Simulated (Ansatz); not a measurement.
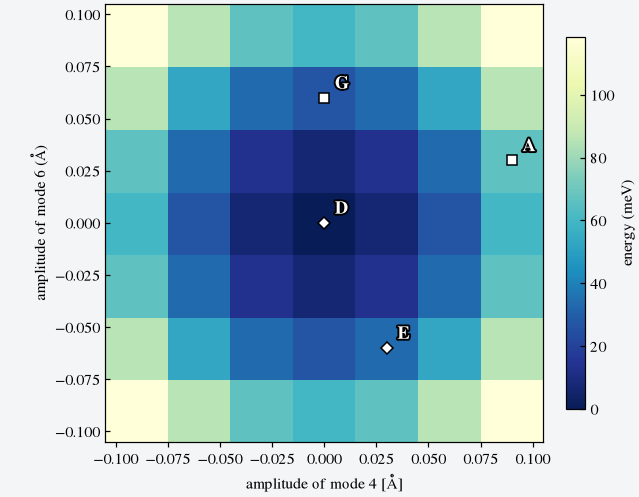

HfN (Fm-3m, No. 225; 2 atoms in the cell). The energy is mapped over two normal modes frozen in (zone-centre modes of the 2-atom cell of this scan). First axis: amplitude of mode 4 (515 cm⁻¹), largest displacement. Second axis: amplitude of mode 6 (515 cm⁻¹), largest displacement. Nothing is relaxed (the cell and all other modes fixed). The scan uses a 7 × 7 grid; 10 points were computed and 39 follow by symmetry. Points are written as (first, second). All energies are given in meV per cell relative to the lowest grid point. Level of theory: DFT LDA, scalar-relativistic, plane waves, PAW in Ansatz. Settings: cutoff 520 eV, k-mesh 18×18×18, gaussian smearing 0.15 eV, no spin polarisation.

The picture shows one coloured cell a grid point, lettered points.

### Is D the lowest point of the computed grid?

Yes. D, at (0.00 Å, 0.00 Å), has the lowest energy of the grid.

### Rank the lettered points by energy, lowest first.

D (0 meV), G (27 meV), E (33 meV), A (66 meV).

### What kind of point is each of D, E, G: minimum, saddle, maximum or slope?

D: minimum; E: on a slope; G: on a slope. (In these two coordinates alone; a stationary point may lie a little off the grid point.)

PAW datasets: the set soft_1.
